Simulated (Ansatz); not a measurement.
# Single-point calculation of HgSe

HgSe (2 atoms in the cell), computed with DFT, PBEsol, all-electron LAPW, scalar-relativistic; levels and slopes on a fine mesh, independent-particle optical spectra, no spin polarisation (Ansatz 0.2.0).

The structure derives from an entry of the Crystallography Open Database. It belongs to a series of runs on one base structure; here: Ansatz LAPW in place of Elk.

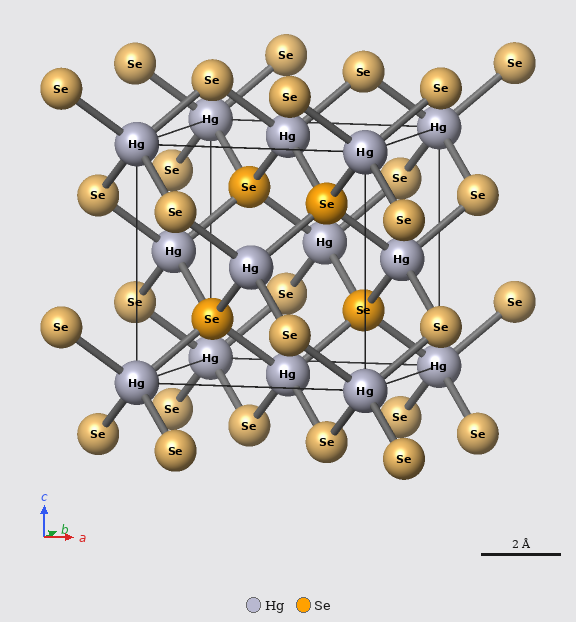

The structure (ball-and-stick view of the cell 4 times as large as that of the calculation, set on its symmetry axes, seen slightly off an axis; neighbours outside the cell are drawn fainter).

## Results in brief

| quantity | value |
| --- | --- |
| outcome | converged |
| space group (tolerance 0.01 Å) | F-43m (216) |
| electrons in bands (core shells apart) | 68 |
| free energy | −599765.6353 eV |
| Fermi energy | 10.354 eV |
| pressure | 1.56 GPa |
| largest force (length of the vector) | under 0.001 eV/Å |
| hardware | 1 thread of Intel Xeon (Granite Rapids), 64 GiB of memory available, shared host |
| wall time | 42 s |
| peak memory | 0.45 GiB |

## Notes

The program warns: the optical spectrum is taken on partly filled bands. Spin–orbit coupling is left out, which matters for Hg.

## Input file
```yaml
crystal:
  lattice:
    - [0.0, 3.039, 3.039]
    - [3.039, 0.0, 3.039]
    - [3.039, 3.039, 0.0]
  atoms:
    - { symbol: Hg, position: [0.0, 0.0, 0.0] }
    - { symbol: Se, position: [0.75, 0.75, 0.75] }
kpoints:
  mp_grid: { grid: [6, 6, 6] }
scf:
  occupations: { method: fermi_dirac, width: 0.0272 }
hamiltonian:
  xc: pbesol
  pseudopotentials: { kind: all_electron, lapw: { basis_error: 0.001 } }
output:
  forces: true
  stress: true
  eigenvalues: true
  eigenstates:
    nscf_kmesh: { grid: [12, 12, 12] }
    de_dk: true
    e_range: [-14, 14]
  optics:
    e_range: [0, 20]
    de: 0.2
    sigma: 0.15
    bands: { spectra_wanted_up_to: 20 }
    nscf_kmesh: { grid: [12, 12, 12] }
    drude_damping: 0.19
checkpoint:
  write: ck
  write_wavefunctions: false
```

Launch command:
```bash
ansatz run input.yaml --threads 1 --pin off --max-ram 3072MiB --backend cpu --events-out ev --progress --plain --runs-dir out
```

## Log
```
LAPW: plane waves up to 8.541 Å⁻¹, error target 1.0e-3 eV per atom; small_component_spin mean_spin; Se in spheres of 1.257 Å, 24 of its electrons in bands, Dirac shells []; Hg in spheres of 1.375 Å, 44 of its electrons in bands, Dirac shells [] (how accurate: hamiltonian.pseudopotentials.lapw.basis_error, Limitations)
Engine: ansatz 0.2.0, x86_64-unknown-linux-gnu
Pseudopotentials: kind: all_electron
Pseudopotential: Hg, LAPW, valence charge 44, lapw/all_electron/scalar/gaussian/Hg, Koelling and Harmon's equation, gaussian nucleus
Pseudopotential: Se, LAPW, valence charge 24, lapw/all_electron/scalar/gaussian/Se, Koelling and Harmon's equation, gaussian nucleus
Functional definition: PBEsol
  exchange = pbesol_x
  correlation = pbesol_c
Crystal: 2 atoms, lattice volume = 56.133 Å³
Basis set: ecut = 277.9163077201866 eV, 609 PW (Γ), exchange–correlation at level 2
Bands: 41, of which v1, the nominal top of the filled ones, is band 34 counted from 1 (33 counted from 0)
Symmetry: 24 space group operations
Space group: F-43m (ITA 216), of the structure as read, at distance tolerance 3.8e-5 Å
k-points: 16 of 216 (time reversal used)
Non-local potential: Hg, projectors of the file, none
Non-local potential: Se, projectors of the file, none
Initial density: superposition of atomic densities (chi_scale 0.1, normalization cell, long waves kept (reshape's long-wave potential 0.00 eV rms))
Initial wavefunctions: plane waves of lowest kinetic energy (no species holds an atomic orbital)
Functional: x = pbesol(κ = 0.804, μ = 0.12345679012345678), c = pbesol(β = 0.046)
iter 1 solved again at ethr=1.01e-3 eV; its pass at ethr=1.00e-1 eV (dr2=6.86e-1 eV) is discarded
SCF iter   1: F=—  HF=-599765.946642 eV  |F-HF|=—  |Δ(HF+E_count)|=         —  Δρ=2.52e-2  dr2=6.87e-1  ethr=1.01e-3  ⟨swp⟩=2.1  Hψ=4048  notcnv=0
preconditioner: auto → none  [insulator: Δε(μ)=0.870 eV  Ē_g=13.250 eV  σ=0.027 eV  W_gap=0.67  n_scr=14 (ndim 8)  ℏωp=21.0 eV  f_vac=0.333  D(μ)=0.23/eV (n_scr^D=0)  ε∞_Penn≈3.5]
iter 2 solved again at ethr=4.15e-5 eV; its pass at ethr=1.01e-3 eV (dr2=2.82e-2 eV) is discarded
SCF iter   2: F=—  HF=-599765.684742 eV  |F-HF|=—  |Δ(HF+E_count)|=   2.62e-1  Δρ=7.01e-3  dr2=2.83e-2  ethr=4.15e-5  ⟨swp⟩=2.0  Hψ=3439  notcnv=0
SCF iter   3: F=—  HF=-599765.637173 eV  |F-HF|=—  |Δ(HF+E_count)|=   4.76e-2  Δρ=4.05e-3  dr2=7.91e-3  ethr=4.15e-5  ⟨swp⟩=2.1  Hψ=2017  notcnv=0
SCF iter   4: F=—  HF=-599765.635449 eV  |F-HF|=—  |Δ(HF+E_count)|=         —  Δρ=1.08e-3  dr2=4.86e-4  ethr=1.16e-5  ⟨swp⟩=2.0  Hψ=1905  notcnv=0
the basis was enlarged: its passes take 42.0 KiB over the memory plan, 1 of 1 planned eigensolver slots
SCF iter   5: F=—  HF=-599765.635341 eV  |F-HF|=—  |Δ(HF+E_count)|=   1.09e-4  Δρ=1.34e-4  dr2=5.25e-6  ethr=7.15e-7  ⟨swp⟩=2.0  Hψ=1905  notcnv=0
SCF iter   6: F=—  HF=-599765.635342 eV  |F-HF|=—  |Δ(HF+E_count)|=   1.63e-6  Δρ=3.00e-5  dr2=3.76e-7  ethr=7.73e-9  ⟨swp⟩=2.1  Hψ=1907  notcnv=0
SCF iter   7: F=—  HF=-599765.635342 eV  |F-HF|=—  |Δ(HF+E_count)|=   2.07e-7  Δρ=5.53e-6  dr2=1.01e-8  ethr=5.53e-10  ⟨swp⟩=3.0  Hψ=1969  notcnv=0
SCF iter   8: F=—  HF=-599765.635342 eV  |F-HF|=—  |Δ(HF+E_count)|=   2.95e-8  Δρ=1.28e-6  dr2=6.63e-10  ethr=1.49e-11  ⟨swp⟩=3.0  Hψ=2003  notcnv=0
SCF iter   9: F=-599765.635342 eV  HF=-599765.635342 eV  |F-HF|=6.98e-10  |Δ(HF+E_count)|=   1.51e-9  Δρ=1.17e-7  dr2=8.98e-12  ethr=8.98e-12 (applied; sched 1.00e-12)  ⟨swp⟩=2.9  Hψ=1923  notcnv=0
SCF 1 converged in 9 iterations: F = -599765.635342 eV  dr2 = 8.98e-12
```

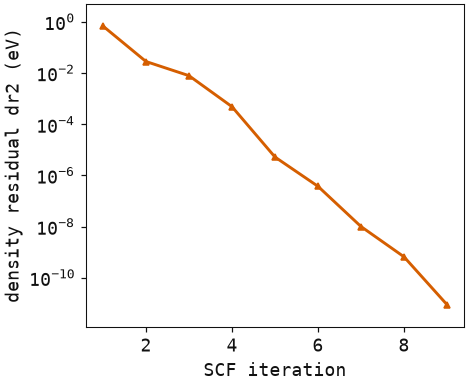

Convergence of the self-consistent field: density residual dr2 against the SCF iteration. The residual falls at every step.

```
NSCF: frozen V_eff on 72 k-points
NSCF: frozen V_eff on 72 k-points
SCF converged after 9 iterations
Free energy (F): -599765.635342 eV
Harris-Foulkes:  -599765.635342 eV  (|F-HF|=6.98e-10)
Internal energy: -599765.634860 eV  (E = F + TS)
E sigma→0 (E₀):  -599765.635101 eV
Entropy (-TS):   -0.000482 eV (-0.241 meV/atom)
Fermi energy:    10.354384 eV
--- Per-component energies (eV) ---
  E_band       = -6526.034991
  E_kinetic    = 678146.784218
  E_xc         = -12339.141622
  E_electrostatic = -1265573.277457  (all electrons and nuclei)
  E_smearing   = -0.000482  (= −TS)
  E_closure    = 0.000000  (closes the sum)
  E_atoms      = -599760.826423  (free atoms, spherical and without spin; not in F)
  Σ components = -599765.635342   (vs F -599765.635342, Δ=0.00e0)
  Basis errors (estimates in eV, not in F): energy 4.4e-4 per atom: plane waves 3.9e-4 (2.3e-4 summed), levels above the bands 1.0e-181, relativity 4.8e-8, radial functions 4.1e-5, core shells 3.2e-8; eigenvalues (radial functions only) 1.5e-6; not estimated: angular momenta, meshes, grids; target (lapw.basis_error) 1.0e-3; muffin-tin radii Se 1.257 Å, Hg 1.375 Å
--- Forces (eV/Å), atoms counted from 1 ---
  atom   1  Hg     0.00000000    -0.00000000     0.00000000
  atom   2  Se    -0.00000000     0.00000000     0.00000000
  max |Σ_I F_I| component: 5.55e-17 eV/Å
--- Stress (GPa, compression-positive) ---
        1.560058       0.000000      -0.000000
        0.000000       1.560058       0.000000
       -0.000000       0.000000       1.560058
  P = ⅓ Tr σ = 1.5601 GPa (15.601 kbar)
--- Band table (eV; the first three rows and the last of 16) ---
  k-point 0: bands = ["-334.2302", "-334.2302", "-334.2277", "-334.2277", "-334.2277", "-197.1233", "-136.7875", "-136.7875", "-136.7875", "-104.2029", "-82.1511", "-82.1511", "-82.1511", "-82.1497", "-82.1497", "-82.1497", "-82.1481", "-52.6157", "-52.6157", "-52.6157", "-37.2195", "-37.2195", "-37.2195", "-37.2161", "-37.2161", "-3.1702", "3.1484", "3.1484", "3.1484", "3.9027", "3.9027", "9.3064", "10.3355", "10.3355", "10.3355", "15.7586", "15.7586", "15.7586", "18.6551", "21.6579", "21.6579"]
  k-point 1: bands = ["-334.2302", "-334.2302", "-334.2277", "-334.2277", "-334.2277", "-197.1233", "-136.7875", "-136.7875", "-136.7875", "-104.2029", "-82.1511", "-82.1511", "-82.1511", "-82.1497", "-82.1497", "-82.1497", "-82.1481", "-52.6158", "-52.6157", "-52.6157", "-37.2195", "-37.2195", "-37.2195", "-37.2160", "-37.2160", "-3.0537", "3.2004", "3.2004", "3.2027", "3.8999", "3.8999", "7.9885", "10.0648", "10.0648", "11.1066", "15.3388", "16.1139", "16.1139", "19.9120", "20.5019", "20.5019"]
  k-point 2: bands = ["-334.2302", "-334.2302", "-334.2277", "-334.2277", "-334.2277", "-197.1233", "-136.7875", "-136.7875", "-136.7875", "-104.2029", "-82.1511", "-82.1511", "-82.1511", "-82.1497", "-82.1497", "-82.1497", "-82.1481", "-52.6160", "-52.6158", "-52.6158", "-37.2196", "-37.2195", "-37.2195", "-37.2160", "-37.2160", "-2.8097", "3.2888", "3.2888", "3.5319", "3.9215", "3.9215", "6.1056", "9.5768", "9.5768", "11.3947", "16.2220", "16.5000", "16.5000", "19.4048", "20.7797", "20.7797"]
  k-point 15: bands = ["-334.2302", "-334.2302", "-334.2277", "-334.2277", "-334.2277", "-197.1233", "-136.7875", "-136.7875", "-136.7875", "-104.2029", "-82.1511", "-82.1511", "-82.1511", "-82.1497", "-82.1497", "-82.1497", "-82.1481", "-52.6161", "-52.6159", "-52.6159", "-37.2197", "-37.2195", "-37.2195", "-37.2160", "-37.2160", "-2.5184", "3.4048", "3.5732", "3.7253", "3.9383", "4.4636", "5.0452", "7.6541", "7.9079", "13.6909", "14.4420", "17.4891", "17.9201", "20.3955", "22.6302", "22.7609"]
--- Fermi surface from the table of eigenstates not read: on its mesh, or on one of the eight of every second point, the electrons fill whole bands (an insulator's do; a metal wants a denser output.eigenstates.nscf_kmesh) ---
```
